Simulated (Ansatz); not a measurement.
## Energy of Al₃Cu along a strain of the cell

System: Al₃Cu (P4/mmm, 4 atoms in the cell).
Method: DFT LDA, scalar-relativistic, plane waves, PAW, PAW set soft_1, no spin polarisation (Ansatz 0.2.0).

The 5 runs differ only in the geometry, by a strain of the cell at fixed fractional positions. Against run 3, the strain is εxx = −0.52 η, εyy = −0.52 η and εzz = η. The structure derives from a Materials Project entry.

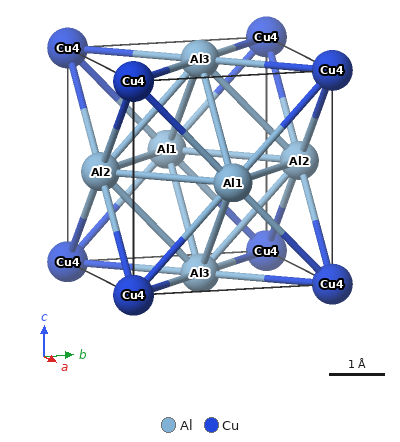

Figure 1. The structure of run 3 (ball-and-stick view of the cell of the calculation, seen slightly off an axis; atoms are numbered from 1 in the order of the input).

### Input of run 3
```yaml
crystal:
  lattice:
    - [3.8099704807, 0.0, 0.0]
    - [0.0, 3.8099704807, 0.0]
    - [0.0, 0.0, 3.9446985308]
  atoms:
    - { symbol: Al, position: [0.0, 0.5, 0.5] }
    - { symbol: Al, position: [0.5, 0.0, 0.5] }
    - { symbol: Al, position: [0.5, 0.5, 0.0] }
    - { symbol: Cu, position: [0.0, 0.0, 0.0] }
basis:
  ecutwfc: 520.0
kpoints:
  mp_grid: { grid: [10, 10, 10] }
hamiltonian:
  xc: lda
  pseudopotentials: { kind: paw, azcp: { folder: soft_1 } }
scf:
  occupations: { method: gaussian, width: 0.15 }
output:
  forces: true
  stress: true
  eigenvalues: true
```

Command:
```bash
ansatz run input.yaml --threads 2 --pin off --max-ram 4096MiB --backend cpu --events-out ev --progress --plain --runs-dir out
```

Lattice vectors (Å) and fractional positions of run 3:
```
   3.809970    0.000000    0.000000
   0.000000    3.809970    0.000000
   0.000000    0.000000    3.944699
Al  0.000000  0.500000  0.500000
Al  0.500000  0.000000  0.500000
Al  0.500000  0.500000  0.000000
Cu  0.000000  0.000000  0.000000
```

Run 2 differs from it as follows:
```diff
-    - [3.8099704807, 0.0, 0.0]
-    - [0.0, 3.8099704807, 0.0]
-    - [0.0, 0.0, 3.9446985308]
+    - [3.8997891807, 0.0, 0.0]
+    - [0.0, 3.8997891807, 0.0]
+    - [0.0, 0.0, 3.7650611306]
```

### Results, with one run withheld

```csv
run,strain parameter η (%),"free energy per atom, from the lowest run given (meV)",pressure (GPa)
1,−6.8406,12.96,0.40
2,−4.5539,?,?
3,0.0000,0.00,0.13
4,2.2867,13.45,0.48
5,4.5637,32.77,1.12
```

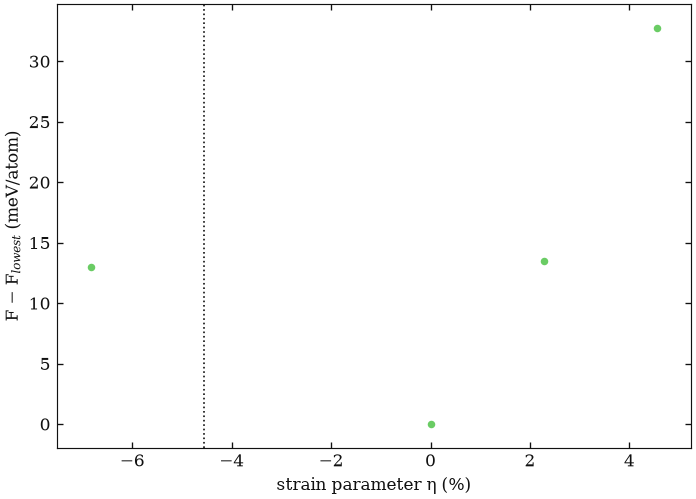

Figure 2. Free energy per atom of the runs given; the dotted line marks run 2.

Fit the runs given and predict run 2.

A quadratic polynomial in the coordinate, fitted to the 4 runs given, misses them by at most 0.73 meV per atom. With x = η − 0.0024, it reads F = 0.49427 + 3.5586 x + 0.7852 x² (meV per atom). At run 2 it gives 0.58 meV per atom, and the run itself gives −0.12. The fit has its minimum at η = −2.2636 %. So low a polynomial doesn't follow these energies more closely.

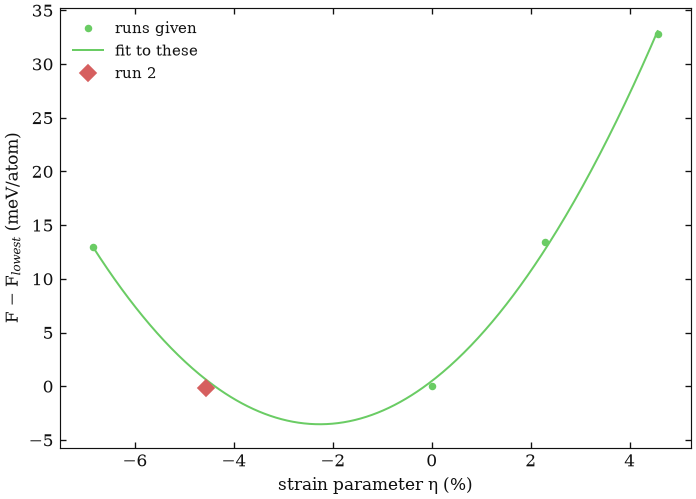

Figure 3. The fit and the withheld run.

### Output, shortened to warnings, some set-up lines, iterations and results (run 2)
```
Warning: [file] the record states the generating functional pbe (its physics header spells it `PBE`), which answers neither for hamiltonian.xc's functional nor for the lda family's — results may be inconsistent (PPs are generated against a specific XC)
Warning: [file] the record states the generating functional pbe (its physics header spells it `PBE`), which answers neither for hamiltonian.xc's functional nor for the lda family's — results may be inconsistent (PPs are generated against a specific XC)
Basis set: ecut = 520 eV, 1527 PW (Γ)
Symmetry: 16 space group operations
k-points: 126 of 1000
Initial density: superposition of atomic densities (chi_scale 0.1, normalization cell, long waves kept (reshape's long-wave potential 0.00 eV rms))
[...]
SCF iter   1: F=—  HF=-8099.727225 eV  |F-HF|=—  |Δ(HF+E_count)|=         —  Δρ=4.20e-1  dr2=7.75e1  ethr=3.10e-3  ⟨swp⟩=5.9  Hψ=11662  notcnv=0
SCF iter   2: F=—  HF=-8095.901939 eV  |F-HF|=—  |Δ(HF+E_count)|=    3.83e0  Δρ=1.66e-1  dr2=1.41e1  ethr=3.10e-3  ⟨swp⟩=2.2  Hψ=5562  notcnv=0
SCF iter   3: F=—  HF=-8094.858115 eV  |F-HF|=—  |Δ(HF+E_count)|=    1.04e0  Δρ=7.28e-2  dr2=3.14e0  ethr=3.10e-3  ⟨swp⟩=2.1  Hψ=3921  notcnv=0  defer=9
SCF iter   4: F=—  HF=-8094.554923 eV  |F-HF|=—  |Δ(HF+E_count)|=   3.03e-1  Δρ=3.01e-2  dr2=5.84e-1  ethr=3.10e-3  ⟨swp⟩=2.1  Hψ=3538  notcnv=0  defer=10
SCF iter   5: F=—  HF=-8094.463950 eV  |F-HF|=—  |Δ(HF+E_count)|=   9.10e-2  Δρ=8.72e-3  dr2=3.58e-2  ethr=2.09e-3  ⟨swp⟩=2.1  Hψ=3618  notcnv=0  defer=12
SCF iter   6: F=—  HF=-8094.463346 eV  |F-HF|=—  |Δ(HF+E_count)|=   6.04e-4  Δρ=3.43e-3  dr2=6.09e-3  ethr=1.28e-4  ⟨swp⟩=1.0  Hψ=2607  notcnv=0  defer=12
SCF iter   7: F=—  HF=-8094.462333 eV  |F-HF|=—  |Δ(HF+E_count)|=   1.01e-3  Δρ=8.44e-4  dr2=2.64e-4  ethr=2.17e-5  ⟨swp⟩=2.2  Hψ=3284  notcnv=0  defer=12
SCF iter   8: F=—  HF=-8094.462316 eV  |F-HF|=—  |Δ(HF+E_count)|=   1.68e-5  Δρ=3.43e-4  dr2=5.50e-5  ethr=9.44e-7  ⟨swp⟩=1.0  Hψ=2252  notcnv=0  defer=12
SCF iter   9: F=—  HF=-8094.462307 eV  |F-HF|=—  |Δ(HF+E_count)|=   9.04e-6  Δρ=1.03e-4  dr2=5.21e-6  ethr=1.97e-7  ⟨swp⟩=1.0  Hψ=2252  notcnv=0  defer=12
SCF iter  10: F=-8094.462306 eV  HF=-8094.462306 eV  |F-HF|=8.92e-8  |Δ(HF+E_count)|=   7.42e-7  Δρ=1.48e-5  dr2=9.33e-8  ethr=3.57e-10  ⟨swp⟩=4.0  Hψ=10200  notcnv=0
SCF 1 converged in 10 iterations: F = -8094.462306 eV  dr2 = 9.33e-8
SCF converged after 10 iterations
Free energy (F): -8094.462306 eV
Harris-Foulkes:  -8094.462306 eV  (|F-HF|=8.92e-8)
Internal energy: -8094.447390 eV  (E = F + TS)
E sigma→0 (E₀):  -8094.454848 eV
Entropy (-TS):   -0.014917 eV (-3.729 meV/atom)
Fermi energy:    10.339070 eV
--- Per-component energies (eV) ---
  E_band       = -444.617505
  E_kinetic    = 334.703876
  E_local      = -6436.347858  (includes V_loc(G=0)·N_el)
  E_nonlocal   = 923.828278
  E_hartree    = 2833.251128
  E_xc         = -183.128925
  E_vxc        = -180.383434  (∫ρ·V_xc dr)
  E_paw        = -3080.656593  (= ΣΔE_a)
  E_vpaw       = -752.888648  (= ΣTr[D̂ρ^β])
  E_aug_tail   = 0.000343  (compensation charges beyond the density's cutoff)
  E_ewald      = -2486.714448
  E_core_change = 0.616811  (= ΣΔE_core)
  E_smearing   = -0.014917  (= −TS)
  E_closure    = -0.000000  (closes the sum)
  Σ components = -8094.462306   (vs F -8094.462306, Δ=0.00e0)
--- Forces (eV/Å), atoms counted from 1 ---
  atom   1  Al     0.00000000    -0.00000000     0.00000000
  atom   2  Al    -0.00000000    -0.00000000    -0.00000000
  atom   3  Al     0.00000000    -0.00000000    -0.00000000
  atom   4  Cu     0.00000000     0.00000000     0.00000000
  max |Σ_I F_I| component: 4.14e-30 eV/Å
--- Stress (GPa, compression-positive) ---
       -1.444443       0.000000       0.000000
        0.000000      -1.444443       0.000000
        0.000000       0.000000       3.234508
  P = ⅓ Tr σ = 0.1152 GPa (1.152 kbar)
```

Warnings of the run: the PAW datasets were made with another functional.
